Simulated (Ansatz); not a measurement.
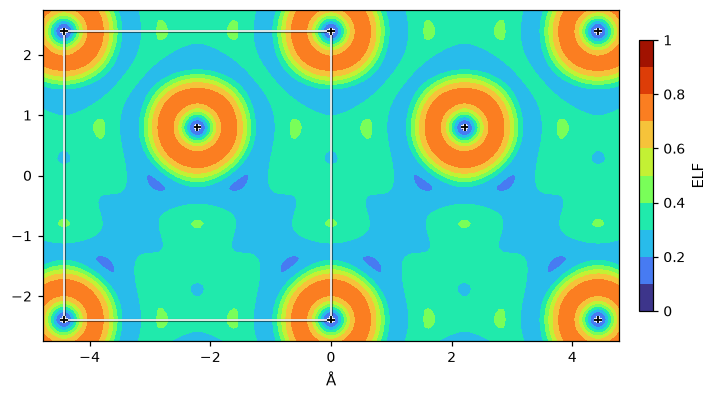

The ELF on a plane through atoms (crosses mark nuclei in the plane).

All numbers below come from Kohn-Sham DFT of a periodic cell, LDA, Ansatz PAW (Ansatz 0.2.0).

Candidates:
A. Cd, a = 2.92 Å, b = 2.92 Å, c = 5.50 Å, α = 90.00°, β = 90.00°, γ = 120.00°. Space group P6₃/mmc.
B. C, a = 4.23 Å, b = 2.44 Å, c = 3.74 Å, α = 90.00°, β = 111.49°, γ = 90.00°. Space group C2/m; a structure from a database of computed crystals, not necessarily the ambient phase.
C. Tc, a = 2.76 Å, b = 2.76 Å, c = 4.43 Å, α = 90.00°, β = 90.00°, γ = 120.00°. Space group P6₃/mmc; computed pressure about −17 GPa in this cell.

Which candidate gave the map?

Candidate C: Tc on the (110) plane of the conventional cell, which holds Tc. Tc–Tc (2.73 Å): the ELF is about 0.35 at the midpoint.
